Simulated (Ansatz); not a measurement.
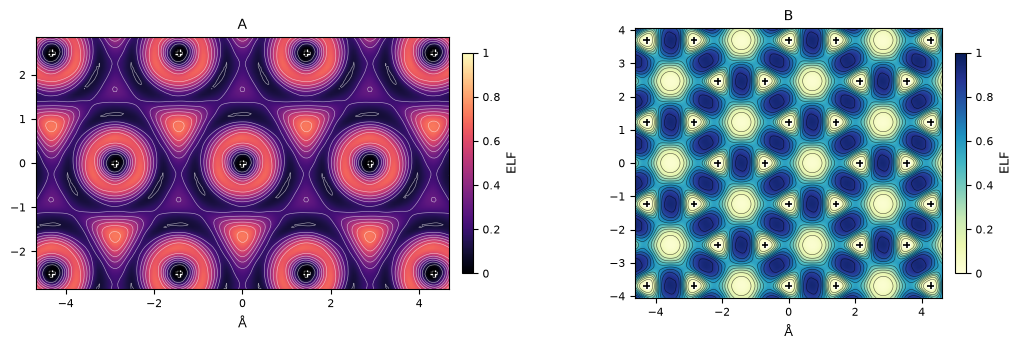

The ELF of 2 systems, each on a plane through atoms (crosses mark nuclei in the plane).

The calculation used Ansatz, DFT PBE+D3(BJ), scalar-relativistic, plane waves, PAW.

System 1: C, the (001) plane of the conventional cell. Space group C2/m; a structure from a database of computed crystals, not necessarily the ambient phase; changed on purpose from its base cell (strain +0.0300 x Voigt [0, 0, 0, 1, 0, 0], atoms carried along).

```
C
1.0
     0.00000    4.26905    0.06404
     2.46474    0.00000    0.00000
     0.00000   -0.05351   -3.56743
C
4
Direct
  0.33333 0.00000 0.00000
  0.83333 0.50000 0.00000
  0.16667 0.50000 0.00000
  0.66667 0.00000 0.00000
```

System 2: Ti, the (001) plane of the conventional cell. Space group P6₃/mmc; computed without spin polarisation.

```yaml
crystal:
  lattice:
    - [2.88646, 0.00000, 0.00000]
    - [-1.44323, 2.49975, 0.00000]
    - [0.00000, 0.00000, 4.57408]
  atoms:
    - { symbol: Ti, position: [0.33333, 0.66667, 0.25000] }
    - { symbol: Ti, position: [0.66667, 0.33333, 0.75000] }
```

> Which map belongs to which system?

Panel A is system 2, Ti: the plane holds Ti. Ti–Ti (2.89 Å): the ELF is about 0.25 at the midpoint (no shared electron pair shows on this line). Panel B is system 1, C: the plane holds C. C–C (1.42 Å): the ELF peaks at about 0.95 between the atoms.
